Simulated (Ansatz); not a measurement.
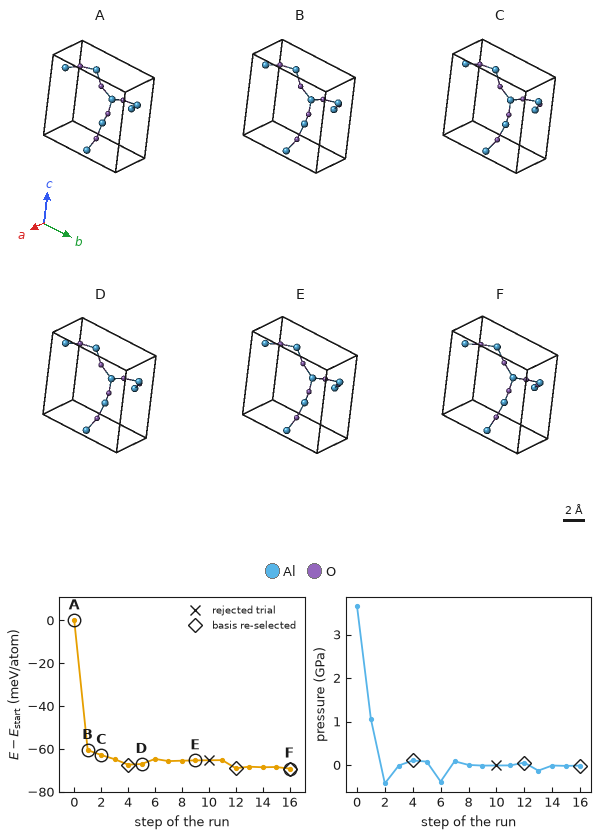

Frames of a relaxation of solid Al₂O₃ (a generated structure, set up in I2_13), marked on the history of the run. Style: ball-and-stick. Shown: the cell of the calculation, slightly off an axis.

Level of theory: DFT PBE, scalar-relativistic, plane waves, PAW in Ansatz. Settings: plane-wave cutoff 420 eV; k-point mesh 4 × 4 × 4; occupations gaussian; smearing width 0.02 eV; no spin polarisation; cell and atoms relaxed; force threshold 0.01 eV/Å; at most 80 steps.

> Describe the path.

The largest moves relative to the cell, 0.22 Å, are those of O atoms. Largest moves by element: O 0.22 Å, Al 0.08 Å. The volume changes by +12.8 %, with a = b = c 7.913 → 8.237 Å (+4.1 %). Among the contacts that change: Al–O 1.653 → 1.686 Å. Among the angles between lasting bonds that change: Al–O–Al 155.5° → 172.9°. The space group stays I2_13 (No. 199). After 12 accepted moves (16 points after the start) the energy has fallen by 69.1 meV per atom. The largest force component goes from 0.4 to 0.0031 eV/Å. Pressure: 3.66 GPa at the start and −0.01 GPa at the end. The line search rejected the trial step at point 10 of the run. At 3 points the geometry stayed and the basis and grid were re-selected for the new cell (energy shift of 3.8 meV per atom at most each time). The run took 2.5 min on 1 thread of Arm Neoverse V2 (shared host), peak memory 0.53 GiB. From step 0 to 1: Al atoms move most (0.20 Å), volume +3.4 %, energy −60.5 meV per atom. From step 1 to 2: Al atoms move most (0.12 Å), volume +0.9 %, energy −2.3 meV per atom. From step 2 to 5: O atoms move most (0.09 Å), volume +2.1 %, energy −4.2 meV per atom. From step 5 to 9: O atoms move most (0.17 Å), volume +4.0 %, energy +1.7 meV per atom. From step 9 to 16: O atoms move most (0.12 Å), volume +1.8 %, energy −3.8 meV per atom.
